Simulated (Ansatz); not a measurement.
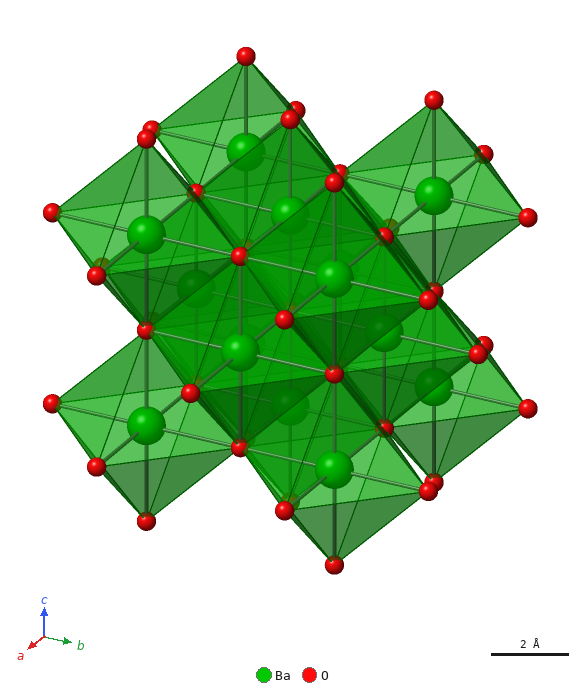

This is a crystal of BaO (built on the rocksalt type) at its r2SCAN-relaxed geometry. Style: polyhedral. Shown: the conventional cell (4 times the calculation's cell), from a free direction. Lengths and directions refer to the drawn axes.

Method: DFT, PBE, plane waves, PAW (Ansatz 0.2.0). (plane-wave cutoff 420 eV; k-point mesh 8 × 8 × 8; occupations fermi dirac; smearing width 0.02 eV; no spin polarisation)

The variant: All lengths are scaled by +4.0 % (volume +12.5 %). The atoms were relaxed with r2SCAN under that strain, and this is a single point on that geometry.

Input
```yaml
crystal:
  lattice:
    - [0.0, 2.882820391, 2.882820391]
    - [2.882820391, 0.0, 2.882820391]
    - [2.882820391, 2.882820391, 0.0]
  atoms:
    - { symbol: Ba, position: [0.0, 0.0, 0.0] }
    - { symbol: O, position: [0.5, 0.5, 0.5] }
kpoints:
  mp_grid: { grid: [8, 8, 8] }
  band_path:
    path:
      - [0.0, 0.0, 0.0]
      - [0.5, 0.0, 0.5]
      - [0.625, 0.25, 0.625]
      - [0.375, 0.375, 0.75]
      - [0.5, 0.5, 0.5]
      - [0.5, 0.25, 0.75]
    npoints: 1
hamiltonian:
  xc: pbe
scf:
  occupations: { method: fermi_dirac, width: 0.02 }
  n_extra_bands: 4
output:
  forces: true
  stress: true
  eigenvalues: true
```

### Predict the response.

It costs 42.9 meV per atom. Pressure: 1.2 GPa before, −5.6 GPa after. All forces vanish by symmetry. Among the bonded contacts that change: Ba–O 2.772 → 2.883 Å. The space group stays Fm-3m (No. 225).

Drawn alike, the variant:

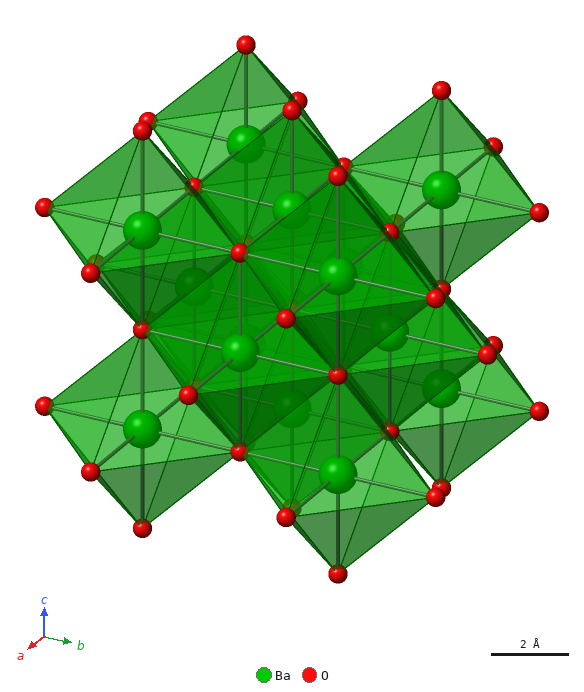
